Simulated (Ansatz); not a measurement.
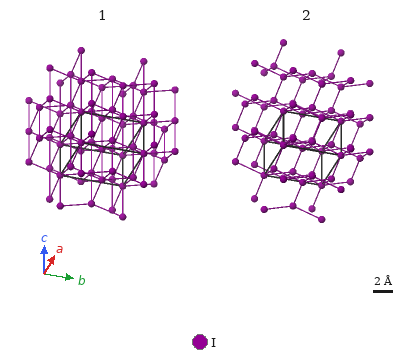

Two geometries of crystalline I (built on the beta-tin_141 type), drawn at one scale. One is the start of a relaxation, the other its converged end. A ball-and-stick model of the conventional cell (2 times the calculation's cell), repeated 1 × 1 × 2 with one cell outlined, seen from a free direction. Lengths and directions refer to the drawn axes.

Computed with DFT PBE, scalar-relativistic, plane waves, PAW (Ansatz 0.2.0). Set-up: plane-wave cutoff 420 eV; k-point mesh 16 × 16 × 16; occupations gaussian; smearing width 0.1 eV; no spin polarisation; cell and atoms relaxed; force threshold 0.01 eV/Å; at most 80 steps.

Question: Which of the two is the end point?

Answer: Structure 2 is the relaxed one. Case: beta-tin type (I4_1/amd, No. 141). The energy falls by 95.9 meV per atom in 8 accepted moves (10 points after the start). All forces vanish by symmetry, so only the cell relaxes. Pressure: −1.68 GPa at the start and 0.01 GPa at the end. The SCF was repeated twice at an unchanged geometry on a basis and grid sized afresh for the cell, which shifted the energy by less than 0.05 meV per atom at most. The atoms keep their places relative to the cell (all moves are under 0.005 Å). The drawn cell changes as follows: a = b 6.961 → 6.400 Å (−8.1 %), c 3.797 → 4.222 Å (+11.2 %); the volume changes by −6.0 %. Near-neighbour distances that change, for instance: I–I 3.797 → 4.222 Å, I–I 3.607 → 3.370 Å. The space group stays I4_1/amd (No. 141). The run took roughly 4 core-minutes on a shared host.
